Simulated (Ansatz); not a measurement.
**Geometry relaxation, with input and output: W₁₆S₃₃ (charge −2) (part 3 of 3)**

W₁₆S₃₃ (defect cell, 49 atoms in the cell, total charge −2); DFT PBE, scalar-relativistic, plane waves, PAW, no spin polarisation (Ansatz 0.2.0); cutoff 420 eV, 2×2×2 k-mesh, Gaussian smearing of 0.01 eV. The structure derives from a Materials Project entry. It belongs to a series of runs on one base structure; here: S interstitial, charge -2, atoms relaxed at the host's cell.

Trajectory as extended XYZ (Å, eV, eV/Å), 4 of the 5 frames kept, from step=1 to step=5
```
49
Lattice="0.0000 7.3618 -7.4744 6.3755 -3.6809 -7.4744 -6.3755 -3.6809 -7.4744" Properties=species:S:1:pos:R:3:forces:R:3 step=1 energy=-195943.80669
W    -3.1911    3.6712  -14.9641   -0.1789   0.1109  -0.0151
W     1.5960   -4.6201  -14.9639    0.0073  -0.2102  -0.0140
W     0.0000   -1.8267  -14.8875    0.0000   0.7919   0.0296
W     0.0000    3.6636  -14.9340    0.0000  -0.0096   0.0397
W    -1.5695    0.8922  -14.8880    0.6870  -0.3963   0.0309
W    -1.5927   -0.9335   -7.4822    0.0526   0.0303  -0.0025
W     3.1850   -1.8528  -14.9338   -0.0089   0.0050   0.0396
W     3.1911    3.6712  -14.9641    0.1789   0.1109  -0.0151
W     1.5695    0.8922  -14.8880   -0.6870  -0.3963   0.0309
W     1.5927   -0.9335   -7.4822   -0.0526   0.0303  -0.0025
W     0.0000    1.8252   -7.4823    0.0000  -0.0612  -0.0025
W     0.0000   -0.0138  -22.4601    0.0000  -0.0016  -0.0065
W     4.7871    0.9070  -14.9641    0.1859   0.0998  -0.0145
W    -1.5960   -4.6201  -14.9639   -0.0073  -0.2102  -0.0140
W    -3.1850   -1.8528  -14.9338    0.0089   0.0050   0.0396
W    -4.7871    0.9070  -14.9641   -0.1859   0.0998  -0.0145
S     3.2110   -0.0144  -13.3560   -0.0123   0.0141   0.0581
S     1.6050    2.7671  -13.3561    0.0062  -0.0181   0.0580
S     0.0000   -1.8476   -5.9049    0.0000  -0.0072   0.0243
S     0.0000    3.6680   -5.9136    0.0000  -0.0148   0.0629
S    -1.5878    0.9028   -5.9048   -0.0065   0.0038   0.0245
S     4.7849    2.7486  -13.4149    0.0591   0.0339   0.0443
S     3.1886   -1.8550   -5.9136   -0.0130   0.0073   0.0627
S    -3.2110   -0.0144  -13.3560    0.0123   0.0141   0.0581
S     1.5878    0.9028   -5.9048    0.0065   0.0038   0.0245
S    -4.7849    2.7486  -13.4149   -0.0591   0.0339   0.0443
S     0.0000   -5.5391  -13.4147    0.0000  -0.0683   0.0452
S     0.0000   -0.0140  -13.2645    0.0000   0.0005   0.4100
S    -1.6062   -2.7946  -13.3557    0.0183   0.0038   0.0586
S    -1.6050    2.7671  -13.3561   -0.0062  -0.0181   0.0580
S    -3.1886   -1.8550   -5.9136    0.0130   0.0073   0.0627
S     1.6062   -2.7946  -13.3557   -0.0183   0.0038   0.0586
S     3.1596   -0.0096  -16.5012    0.0299   0.0031  -0.0823
S     1.5836    2.7201  -16.5014    0.0173   0.0245  -0.0824
S     0.0000   -1.8664   -9.0461    0.0000  -0.0032  -0.0373
S     0.0000    3.6597   -9.0633    0.0000  -0.0099  -0.0621
S    -1.6043    0.9123   -9.0460   -0.0024   0.0016  -0.0377
S     4.7734    2.7420  -16.5485   -0.0009  -0.0006  -0.0212
S     3.1815   -1.8508   -9.0632   -0.0086   0.0050  -0.0619
S    -3.1596   -0.0096  -16.5012   -0.0299   0.0031  -0.0823
S     1.6043    0.9123   -9.0460    0.0024   0.0016  -0.0377
S    -4.7734    2.7420  -16.5485    0.0009  -0.0006  -0.0212
S     0.0000   -5.5256  -16.5483    0.0000   0.0008  -0.0215
S     0.0000   -0.0147  -16.4393    0.0000   0.0027   0.2242
S    -1.5759   -2.7525  -16.5010   -0.0131  -0.0273  -0.0828
S    -1.5836    2.7201  -16.5014   -0.0173   0.0245  -0.0824
S    -3.1815   -1.8508   -9.0632    0.0086   0.0050  -0.0619
S     1.5759   -2.7525  -16.5010    0.0131  -0.0273  -0.0828
S     0.0000   -0.0189  -18.4191    0.0000  -0.0010  -0.6309
49
Lattice="0.0000 7.3618 -7.4744 6.3755 -3.6809 -7.4744 -6.3755 -3.6809 -7.4744" Properties=species:S:1:pos:R:3:forces:R:3 step=2 energy=-195943.84316
W    -3.2059    3.6746  -14.9616   -0.0029  -0.0679  -0.0001
W     1.5916   -4.6347  -14.9613   -0.0616   0.0312  -0.0009
W     0.0000   -1.7049  -14.8817    0.0000  -0.6005  -0.0939
W     0.0000    3.6490  -14.9272    0.0000   0.1168  -0.0138
W    -1.4641    0.8314  -14.8819   -0.5228   0.3010  -0.0944
W    -1.5896   -0.9317   -7.4800   -0.1088  -0.0630  -0.0049
W     3.1722   -1.8454  -14.9271    0.1010  -0.0587  -0.0136
W     3.2059    3.6746  -14.9616    0.0029  -0.0679  -0.0001
W     1.4641    0.8314  -14.8819    0.5228   0.3010  -0.0944
W     1.5896   -0.9317   -7.4800    0.1088  -0.0630  -0.0049
W     0.0000    1.8216   -7.4800    0.0000   0.1259  -0.0050
W     0.0000   -0.0141  -22.4671    0.0000   0.0024   0.0708
W     4.7976    0.9181  -14.9615   -0.0590   0.0364  -0.0006
W    -1.5916   -4.6347  -14.9613    0.0616   0.0312  -0.0009
W    -3.1722   -1.8454  -14.9271   -0.1010  -0.0587  -0.0136
W    -4.7976    0.9181  -14.9615    0.0590   0.0364  -0.0006
S     3.1810    0.0060  -13.3671    0.0918  -0.0477   0.0268
S     1.6077    2.7310  -13.3671    0.0045   0.1030   0.0266
S     0.0000   -1.8558   -5.9026    0.0000  -0.0185  -0.0138
S     0.0000    3.6647   -5.9051    0.0000  -0.0189  -0.0314
S    -1.5950    0.9069   -5.9025   -0.0161   0.0092  -0.0140
S     4.7992    2.7568  -13.4075   -0.1828  -0.1052  -0.2331
S     3.1856   -1.8535   -5.9052   -0.0157   0.0097  -0.0312
S    -3.1810    0.0060  -13.3671   -0.0918  -0.0477   0.0268
S     1.5950    0.9069   -5.9025    0.0161   0.0092  -0.0140
S    -4.7992    2.7568  -13.4075    0.1828  -0.1052  -0.2331
S     0.0000   -5.5559  -13.4072    0.0000   0.2110  -0.2323
S     0.0000   -0.0140  -13.1184    0.0000  -0.0003  -0.3334
S    -1.5735   -2.7787  -13.3668   -0.0868  -0.0560   0.0266
S    -1.6077    2.7310  -13.3671   -0.0045   0.1030   0.0266
S    -3.1856   -1.8535   -5.9052    0.0157   0.0097  -0.0312
S     1.5735   -2.7787  -13.3668    0.0868  -0.0560   0.0266
S     3.1356    0.0071  -16.4823    0.0603  -0.0442  -0.0060
S     1.5859    2.6910  -16.4825   -0.0077   0.0738  -0.0056
S     0.0000   -1.8775   -9.0420    0.0000  -0.0147   0.0334
S     0.0000    3.6571   -9.0669    0.0000  -0.0178   0.0486
S    -1.6138    0.9178   -9.0419   -0.0130   0.0074   0.0335
S     4.7765    2.7437  -16.5575   -0.0593  -0.0341   0.0933
S     3.1793   -1.8495   -9.0667   -0.0151   0.0089   0.0483
S    -3.1356    0.0071  -16.4823   -0.0603  -0.0442  -0.0060
S     1.6138    0.9178   -9.0419    0.0130   0.0074   0.0335
S    -4.7765    2.7437  -16.5575    0.0593  -0.0341   0.0933
S     0.0000   -5.5293  -16.5572    0.0000   0.0686   0.0933
S     0.0000   -0.0144  -16.5653    0.0000  -0.0023   0.1947
S    -1.5497   -2.7401  -16.4822   -0.0676  -0.0298  -0.0061
S    -1.5859    2.6910  -16.4825    0.0077   0.0738  -0.0056
S    -3.1793   -1.8495   -9.0667    0.0151   0.0089   0.0483
S     1.5497   -2.7401  -16.4822    0.0676  -0.0298  -0.0061
S     0.0000   -0.0183  -18.5694    0.0000   0.0004   0.5944
49
Lattice="0.0000 7.3618 -7.4744 6.3755 -3.6809 -7.4744 -6.3755 -3.6809 -7.4744" Properties=species:S:1:pos:R:3:forces:R:3 step=4 energy=-195943.94528
W    -3.2006    3.6763  -14.9652   -0.0124   0.0026   0.0012
W     1.5956   -4.6309  -14.9649   -0.0040  -0.0121   0.0011
W     0.0000   -1.7553  -14.8814    0.0000   0.0409  -0.0234
W     0.0000    3.6591  -14.9292    0.0000   0.0047   0.0006
W    -1.5078    0.8565  -14.8817    0.0351  -0.0203  -0.0233
W    -1.5927   -0.9335   -7.4811   -0.0001   0.0000  -0.0003
W     3.1810   -1.8505  -14.9290    0.0041  -0.0023   0.0006
W     3.2006    3.6763  -14.9652    0.0124   0.0026   0.0012
W     1.5078    0.8565  -14.8817   -0.0351  -0.0203  -0.0233
W     1.5927   -0.9335   -7.4811    0.0001   0.0000  -0.0003
W     0.0000    1.8251   -7.4811    0.0000   0.0001  -0.0003
W     0.0000   -0.0139  -22.4653    0.0000   0.0001   0.0058
W     4.7963    0.9127  -14.9651    0.0084   0.0094   0.0012
W    -1.5956   -4.6309  -14.9649    0.0040  -0.0121   0.0011
W    -3.1810   -1.8505  -14.9290   -0.0041  -0.0023   0.0006
W    -4.7963    0.9127  -14.9651   -0.0084   0.0094   0.0012
S     3.1998   -0.0044  -13.3608    0.0079  -0.0027   0.0026
S     1.6081    2.7524  -13.3608    0.0016   0.0082   0.0026
S     0.0000   -1.8514   -5.9035    0.0000   0.0034   0.0025
S     0.0000    3.6658   -5.9081    0.0000   0.0002   0.0002
S    -1.5912    0.9047   -5.9034    0.0029  -0.0017   0.0025
S     4.7883    2.7506  -13.4190   -0.0010  -0.0005  -0.0067
S     3.1866   -1.8539   -5.9081    0.0001  -0.0001   0.0002
S    -3.1998   -0.0044  -13.3608   -0.0079  -0.0027   0.0026
S     1.5912    0.9047   -5.9034   -0.0029  -0.0017   0.0025
S    -4.7883    2.7506  -13.4190    0.0010  -0.0005  -0.0067
S     0.0000   -5.5431  -13.4186    0.0000   0.0009  -0.0066
S     0.0000   -0.0140  -13.1746    0.0000   0.0000   0.0151
S    -1.5918   -2.7899  -13.3605   -0.0063  -0.0055   0.0026
S    -1.6081    2.7524  -13.3608   -0.0016   0.0082   0.0026
S    -3.1866   -1.8539   -5.9081   -0.0001  -0.0001   0.0002
S     1.5918   -2.7899  -13.3605    0.0063  -0.0055   0.0026
S     3.1491   -0.0024  -16.4915    0.0027  -0.0001  -0.0018
S     1.5846    2.7075  -16.4916    0.0012   0.0023  -0.0018
S     0.0000   -1.8725   -9.0430    0.0000   0.0021  -0.0014
S     0.0000    3.6563   -9.0687    0.0000  -0.0031  -0.0007
S    -1.6095    0.9153   -9.0430    0.0018  -0.0011  -0.0014
S     4.7728    2.7416  -16.5528   -0.0006  -0.0004  -0.0002
S     3.1787   -1.8491   -9.0686   -0.0027   0.0016  -0.0007
S    -3.1491   -0.0024  -16.4915   -0.0027  -0.0001  -0.0018
S     1.6095    0.9153   -9.0430   -0.0018  -0.0011  -0.0014
S    -4.7728    2.7416  -16.5528    0.0006  -0.0004  -0.0002
S     0.0000   -5.5249  -16.5526    0.0000   0.0007  -0.0001
S     0.0000   -0.0145  -16.4985    0.0000  -0.0002   0.0496
S    -1.5645   -2.7470  -16.4913   -0.0014  -0.0022  -0.0018
S    -1.5846    2.7075  -16.4916   -0.0012   0.0023  -0.0018
S    -3.1787   -1.8491   -9.0686    0.0027   0.0016  -0.0007
S     1.5645   -2.7470  -16.4913    0.0014  -0.0022  -0.0018
S     0.0000   -0.0188  -18.4932    0.0000   0.0001   0.0054
49
Lattice="0.0000 7.3618 -7.4744 6.3755 -3.6809 -7.4744 -6.3755 -3.6809 -7.4744" Properties=species:S:1:pos:R:3:forces:R:3 step=5 energy=-195943.94554
W    -3.2015    3.6767  -14.9656    0.0014  -0.0018   0.0002
W     1.5955   -4.6319  -14.9653   -0.0009   0.0020   0.0002
W     0.0000   -1.7532  -14.8811    0.0000  -0.0036  -0.0072
W     0.0000    3.6599  -14.9292    0.0000  -0.0010  -0.0003
W    -1.5060    0.8555  -14.8814   -0.0032   0.0019  -0.0073
W    -1.5926   -0.9335   -7.4811    0.0007   0.0004   0.0000
W     3.1817   -1.8509  -14.9290   -0.0008   0.0005  -0.0003
W     3.2015    3.6767  -14.9656   -0.0014  -0.0018   0.0002
W     1.5060    0.8555  -14.8814    0.0032   0.0019  -0.0073
W     1.5926   -0.9335   -7.4811   -0.0007   0.0004   0.0000
W     0.0000    1.8251   -7.4812    0.0000  -0.0008   0.0000
W     0.0000   -0.0139  -22.4657    0.0000   0.0000   0.0005
W     4.7971    0.9133  -14.9655   -0.0022  -0.0003   0.0002
W    -1.5955   -4.6319  -14.9653    0.0009   0.0020   0.0002
W    -3.1817   -1.8509  -14.9290    0.0008   0.0005  -0.0003
W    -4.7971    0.9133  -14.9655    0.0022  -0.0003   0.0002
S     3.2006   -0.0044  -13.3612    0.0011  -0.0012   0.0013
S     1.6085    2.7531  -13.3613   -0.0005   0.0015   0.0013
S     0.0000   -1.8508   -5.9032    0.0000  -0.0012  -0.0001
S     0.0000    3.6659   -5.9082    0.0000   0.0004   0.0004
S    -1.5906    0.9044   -5.9031   -0.0010   0.0006   0.0000
S     4.7885    2.7507  -13.4196   -0.0008  -0.0005   0.0012
S     3.1868   -1.8540   -5.9082    0.0004  -0.0002   0.0004
S    -3.2006   -0.0044  -13.3612   -0.0011  -0.0012   0.0013
S     1.5906    0.9044   -5.9031    0.0010   0.0006   0.0000
S    -4.7885    2.7507  -13.4196    0.0008  -0.0005   0.0012
S     0.0000   -5.5434  -13.4192    0.0000   0.0009   0.0012
S     0.0000   -0.0140  -13.1716    0.0000   0.0000   0.0043
S    -1.5923   -2.7906  -13.3610   -0.0016  -0.0003   0.0014
S    -1.6085    2.7531  -13.3613    0.0005   0.0015   0.0013
S    -3.1868   -1.8540   -5.9082   -0.0004  -0.0002   0.0004
S     1.5923   -2.7906  -13.3610    0.0016  -0.0003   0.0014
S     3.1493   -0.0023  -16.4911   -0.0020   0.0002  -0.0004
S     1.5848    2.7075  -16.4912   -0.0009  -0.0019  -0.0004
S     0.0000   -1.8720   -9.0432    0.0000  -0.0013  -0.0001
S     0.0000    3.6560   -9.0692    0.0000  -0.0007  -0.0010
S    -1.6091    0.9151   -9.0432   -0.0012   0.0007  -0.0001
S     4.7730    2.7417  -16.5533   -0.0009  -0.0005  -0.0015
S     3.1784   -1.8489   -9.0691   -0.0006   0.0003  -0.0010
S    -3.1493   -0.0023  -16.4911    0.0020   0.0002  -0.0004
S     1.6091    0.9151   -9.0432    0.0012   0.0007  -0.0001
S    -4.7730    2.7417  -16.5533    0.0009  -0.0005  -0.0015
S     0.0000   -5.5252  -16.5531    0.0000   0.0010  -0.0015
S     0.0000   -0.0145  -16.4968    0.0000  -0.0001   0.0019
S    -1.5645   -2.7472  -16.4909    0.0012   0.0017  -0.0004
S    -1.5848    2.7075  -16.4912    0.0009  -0.0019  -0.0004
S    -3.1784   -1.8489   -9.0691    0.0006   0.0003  -0.0010
S     1.5645   -2.7472  -16.4909   -0.0012   0.0017  -0.0004
S     0.0000   -0.0187  -18.4915    0.0000   0.0002   0.0122
```

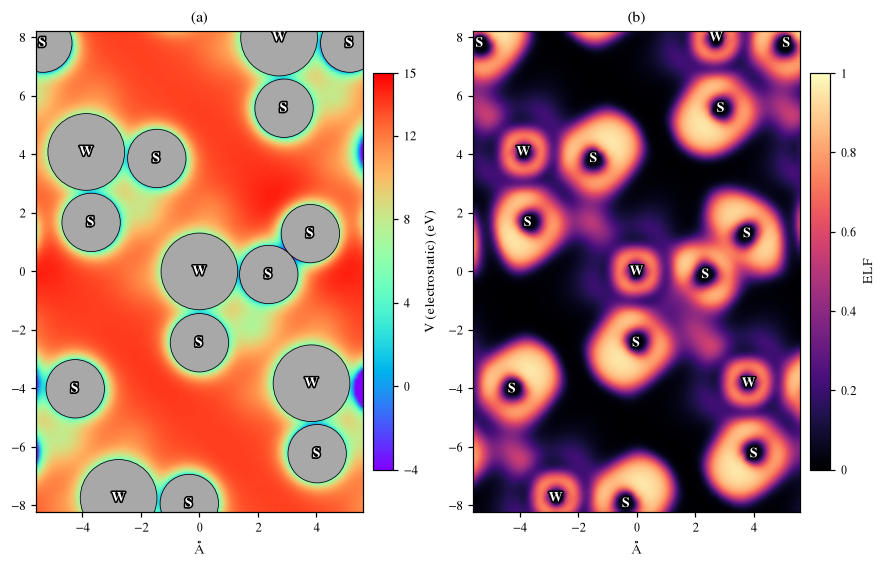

**Figure 1.** (a) electrostatic potential (local pseudopotential plus Hartree) felt by an electron; (b) electron localisation function on the (101̄) plane of the calculation cell. Grey discs, where drawn, cover atomic cores. The section cuts through W and S sites. S–S (1.99 Å): the ELF peaks at about 0.85 between the atoms, which marks a shared electron pair. W–S (2.37 Å): the ELF is about 0.40 at the midpoint. W–S (2.41 Å): the ELF is about 0.50 at the midpoint. W–S (2.44 Å): the ELF is about 0.45 at the midpoint. The ELF has a maximum of about 0.55 in the space between the atoms. The strong features right at W lie inside the PAW spheres (semicore, d or f shells) and say nothing about bonding. Outside the cores the potential energy rises away from the atoms and is highest about 1.9 Å from the nearest atoms; outside the discs it spans about 18 eV, and its zero is arbitrary. In a PAW calculation such maps are meaningful between the atoms, not at the nuclei.

Key numbers

- outcome: converged
- electrons treated: 424
- free energy: −195943.9455 eV
- Fermi energy: 9.872 eV
- gap on the k-point mesh: 0.42 eV
- final volume: 1052.44 Å³
- largest force (length of the vector) at the end: 0.012 eV/Å
- hardware: 4 threads of Intel Xeon (Sapphire Rapids), 32 GiB of memory available, shared host
- wall time: 2.5 min (CPU time 9.6 min)
- peak memory: 3.8 GiB

Notes

The cell is charged and computed with a neutralising background, so its energy and pressure depend on the cell and aren't those of a real crystal. Spin–orbit coupling is left out, which matters for W.
